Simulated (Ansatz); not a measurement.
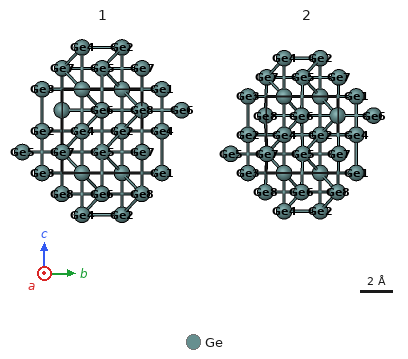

Two geometries of a crystal of Ge (a generated structure, set up in Pbcm) (coarse preliminary run), drawn at one scale. One is the start of a relaxation, the other its converged end. Style: ball-and-stick. Shown: the cell of the calculation, along the a axis.

Computed with DFT PBE, scalar-relativistic, plane waves, PAW (Ansatz). Set-up: plane-wave cutoff 420 eV; k-point mesh 4 × 4 × 4; occupations gaussian; smearing width 0.1 eV; no spin polarisation; cell and atoms relaxed; force threshold 0.04 eV/Å; at most 70 steps.

**Which of the two is the end point?**

Structure 1 is the relaxed one. After 6 accepted moves (8 points after the start) the energy has fallen by 265 meV per atom. The largest force component goes from 0.72 to 0.0035 eV/Å. Pressure: 22.40 GPa at the start and 0.09 GPa at the end. The SCF was repeated twice at an unchanged geometry on a basis and grid sized afresh for the cell, which shifted the energy by 3.9 meV per atom at most. The largest moves relative to the cell, 0.10 Å, are those of Ge1, Ge2, Ge3 and Ge4. Ge3 goes along −a. Cell: a 5.994 → 6.060 Å (+1.1 %), b 4.614 → 5.108 Å (+10.7 %), c 4.889 → 5.348 Å (+9.4 %). Volume +22.4 %. Near-neighbour distances that change, for instance: Ge1–Ge6 2.552 → 2.831 Å, Ge1–Ge4 2.445 → 2.674 Å, Ge5–Ge7 2.517 → 2.693 Å, Ge5–Ge6 2.645 → 2.807 Å. Among the angles between lasting bonds that change: Ge3–Ge1–Ge3 129.2° → 141.1°, Ge6–Ge8–Ge6 132.9° → 143.0°, Ge7–Ge8–Ge7 135.1° → 144.6°. The space group stays Pbcm (No. 57).
